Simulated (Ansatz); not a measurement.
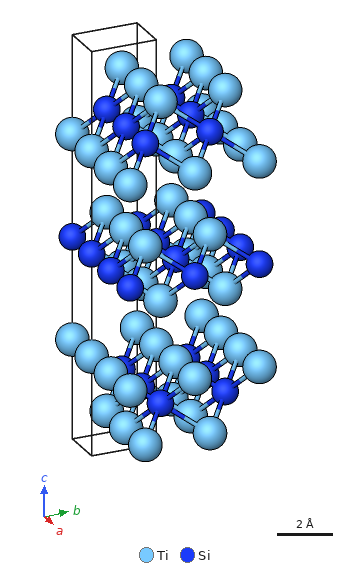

Solid Ti2Si (a generated structure, set up in R-3m) (coarse preliminary run), before the relaxation. The picture is a ball-and-stick view of the conventional cell (3 times the calculation's cell), repeated 3 × 2 × 1 with one cell outlined, seen slightly off an axis. Lengths and directions refer to the drawn axes.

Case: C → Si on all its sites, cell and atoms relaxed.

These are results of DFT PBEsol, scalar-relativistic, plane waves, PAW in Ansatz, not measurements.

Input
```yaml
crystal:
  lattice:
    - [1.6164901702, 0.9332810349, 5.0544247095]
    - [-1.6164901702, 0.9332810349, 5.0544247095]
    - [0.0, -1.8665620698, 5.0544247095]
  atoms:
    - { symbol: Ti, position: [0.2458180107, 0.2458180107, 0.2458180107] }
    - { symbol: Ti, position: [0.7541819893, 0.7541819893, 0.7541819893] }
    - { symbol: Si, position: [0.5, 0.5, 0.5] }
basis:
  ecutwfc: 420
kpoints:
  mp_grid: { grid: [6, 6, 6] }
hamiltonian:
  xc: pbesol
scf:
  occupations: { method: gaussian, width: 0.1 }
output:
  forces: true
  stress: true
  eigenvalues: true
relax:
  adjacent_minimum: "off"
  f_tol: 0.05
  max_steps: 60
  cell: { stress_tol: 0.5 }
```

Command:
```bash
ansatz run input.yaml --threads 1 --pin off --max-ram 2560MiB --backend cpu --events-out ev --progress --plain --runs-dir out
```

Predict the outcome.

The largest moves relative to the cell, 0.25 Å, are those of Ti1 and Ti2. Ti2 goes along −c. Si stays in place. Cell: a = b 3.233 → 3.511 Å (+8.6 %), c 15.163 → 14.168 Å (−6.6 %). Volume +10.2 %. Near-neighbour distances that change, for instance: Ti1–Ti2 3.245 → 2.828 Å, Ti1–Ti2 (another image) 3.041 → 3.416 Å, Ti1–Si3 2.219 → 2.449 Å. The space group stays R-3m (No. 166). After 4 accepted moves (5 points after the start) the energy has fallen by 650 meV per atom. The largest force component goes from 5.3 to 0.038 eV/Å. Pressure: 36.46 GPa at the start and 0.19 GPa at the end. The SCF was repeated once at an unchanged geometry on a basis and grid sized afresh for the cell, which shifted the energy by 1.9 meV per atom at most.

History of the run:

| step | E − E(0), meV/atom | largest force component, eV/Å | pressure, GPa | volume, Å³/atom | note |
| --- | --- | --- | --- | --- | --- |
| 0 | 0.00 | 5.3187 | 36.46 | 15.251 |  |
| 1 | -527.21 | 1.8161 | 13.51 | 15.633 |  |
| 2 | -637.92 | 0.2593 | 5.06 | 16.156 |  |
| 3 | -648.00 | 0.1474 | 0.57 | 16.757 |  |
| 4 | -648.43 | 0.0368 | -0.06 | 16.802 |  |
| 5 | -650.29 | 0.0378 | 0.19 | 16.802 | same geometry, new basis |

After the run, drawn alike:

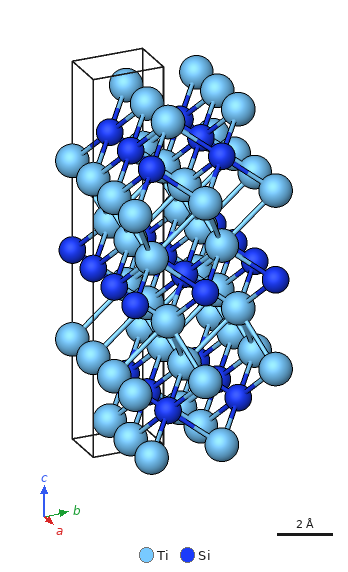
